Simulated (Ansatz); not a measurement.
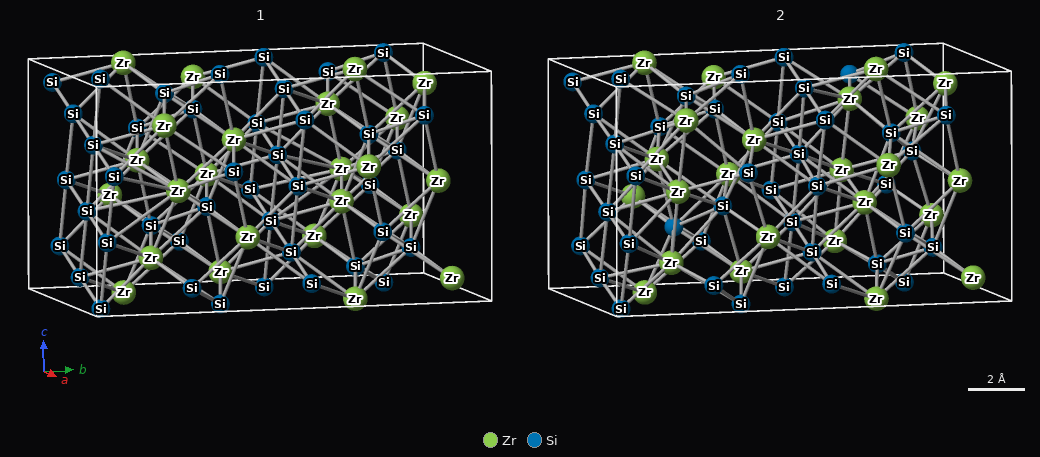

Two geometries of a defect cell of composition Zr11Si19, drawn at one scale. One is the start of a relaxation, the other its converged end. A ball-and-stick model of the conventional cell (2 times the calculation's cell) (origin shifted), seen slightly off an axis. Lengths and directions refer to the drawn axes.

Computed with DFT PBE, scalar-relativistic, plane waves, PAW in Ansatz. (plane-wave cutoff 420 eV; k-point mesh 4 × 3 × 4; occupations gaussian; smearing width 0.1 eV; no spin polarisation; atoms relaxed in a fixed cell; force threshold 0.025 eV/Å; at most 45 steps)

**Which geometry has the lower energy?**

Structure 2 is the relaxed one. Case: Zr on a Si site (c), charge +0, atoms relaxed at the host's cell. A Zr atom moves most: 0.75 Å along −b. By element the largest moves are Zr 0.75 Å, Si 0.20 Å. The cell stays as it was. Among the contacts that change: Zr–Zr 2.987 → 3.612 Å, Si–Zr 3.455 → 2.839 Å, Si–Zr 2.419 → 2.766 Å, Zr–Zr 3.679 → 3.352 Å. Over 6 geometry steps the energy falls by 2.954 eV per cell of the calculation. Largest force component: 5.3 eV/Å at the start, 0.0031 eV/Å at the end. Cost: 6.1 min on 4 threads of Arm Neoverse V1, on a shared host, peak memory 2 GiB.

Limits of the set-up: the periodic images lie only 8.2 Å apart, so the values are limited by the cell's size.
